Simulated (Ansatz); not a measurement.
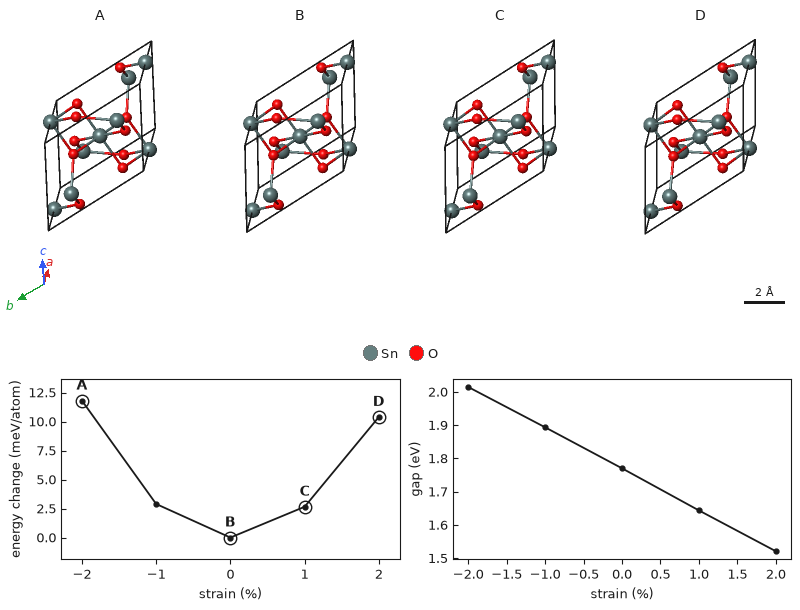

Members of a series of calculations on crystalline SnO2 (set up in Imma), marked on the first curve. The picture is a ball-and-stick view of the cell of the calculation, seen from a free direction.

The calculation used DFT r2SCAN, scalar-relativistic, plane waves, PAW (Ansatz). Set-up: plane-wave cutoff 500 eV; k-point mesh 6 × 6 × 6; occupations gaussian; smearing width 0.02 eV; no spin polarisation.

Q: Describe the series.

A: Biaxial strain in the a–b plane, c and atoms relaxed. A (strain −2.0 %): energy change 11.8 meV/atom, volume 11.77 Å³ per atom, gap 2.01 eV. B (strain 0.0 %): energy change 0.0 meV/atom, volume 12.08 Å³ per atom, gap 1.77 eV. C (strain 1.0 %): energy change 2.7 meV/atom, volume 12.24 Å³ per atom, gap 1.64 eV. D (strain 2.0 %): energy change 10.4 meV/atom, volume 12.41 Å³ per atom, gap 1.52 eV. The rest compares A with D. Cell: a = b 5.621 → 5.850 Å (+4.1 %), c 5.750 → 5.728 Å (−0.4 %), α 111.3° → 113.1°. Volume +5.4 %. Some distances before and after: O–Sn 2.019 → 2.103 Å, O–Sn 2.040 → 2.082 Å, O–Sn 2.050 → 2.078 to 2.088 Å.
